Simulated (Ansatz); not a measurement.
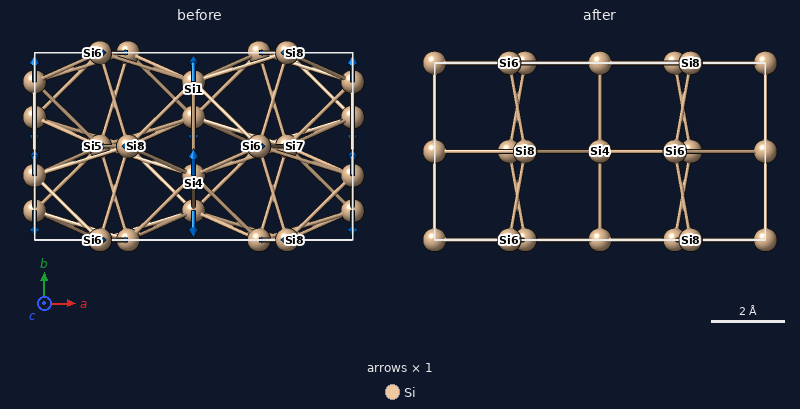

The structure of crystalline Si (set up in Cmce) before (left) and after (right) a relaxation, at one scale. The blue arrows give the displacements (the part carried along by the change of the cell is left out), at their true length.

The picture is a ball-and-stick view of the conventional cell (2 times the calculation's cell), seen along the c axis. Lengths and directions refer to the drawn axes.

These are results of DFT LDA, scalar-relativistic, plane waves, PAW in Ansatz, not measurements.

The input:
```yaml
crystal:
  lattice:
    - [4.375222, -2.577344, 0.0]
    - [4.375222, 2.577344, 0.0]
    - [0.0, 0.0, 5.183067]
  atoms:
    - { symbol: Si, position: [0.65562, 0.34438, 0.82587] }
    - { symbol: Si, position: [0.34438, 0.65562, 0.17413] }
    - { symbol: Si, position: [0.84438, 0.15562, 0.32587] }
    - { symbol: Si, position: [0.15562, 0.84438, 0.67413] }
    - { symbol: Si, position: [0.705715, 0.705715, 0.5] }
    - { symbol: Si, position: [0.205715, 0.205715, 0.0] }
    - { symbol: Si, position: [0.294285, 0.294285, 0.5] }
    - { symbol: Si, position: [0.794285, 0.794285, 0.0] }
basis:
  ecutwfc: 420
kpoints:
  mp_grid: { grid: [8, 8, 8] }
hamiltonian:
  xc: lda
scf:
  occupations: { method: gaussian, width: 0.1 }
output:
  forces: true
  stress: true
  eigenvalues: true
relax:
  adjacent_minimum: "off"
  f_tol: 0.005
  max_steps: 80
  cell: { stress_tol: 0.05 }
```

Run as
```bash
ansatz run input.yaml --threads 2 --pin off --max-ram 5120MiB --backend cpu --events-out ev --progress --plain --runs-dir out
```

**Summarise the run.**

The largest moves relative to the cell, 0.81 Å, are those of Si1, Si2, Si3 and Si4. Si4 goes along [0 3 1]. The volume changes by +1.0 %, with a 8.750 → 9.104 Å (+4.0 %), b 5.155 → 4.869 Å (−5.5 %), c 5.183 → 5.328 Å (+2.8 %). Some distances before and after: Si1–Si2 3.740 → 2.882 Å, Si1–Si3 2.768 → 3.609 Å, Si1–Si6 2.684 → 3.415 Å, Si1–Si4 2.695 → 2.444 Å. Among the angles between lasting bonds that change: Si2–Si3–Si4 148.6° → 95.1°, Si2–Si3–Si4 65.3° → 95.1°, Si2–Si3–Si6 61.0° → 87.1°. The space group (tolerance 0.01 Å) goes from Cmce (No. 64) to Fmmm (No. 69). The energy falls by 132 meV per atom in 15 accepted moves (17 points after the start). Largest force component: 0.052 eV/Å at the start, 0.00036 eV/Å at the end. Pressure: −3.33 GPa at the start and 0.00 GPa at the end. The SCF was repeated twice at an unchanged geometry on a basis and grid sized afresh for the cell, which shifted the energy by 0.2 meV per atom at most. Cost: 5.4 min on 2 threads of Intel(R) Xeon(R) Processor @ 2.50GHz (Skylake/Cascade Lake) (shared host), peak memory 0.56 GiB.
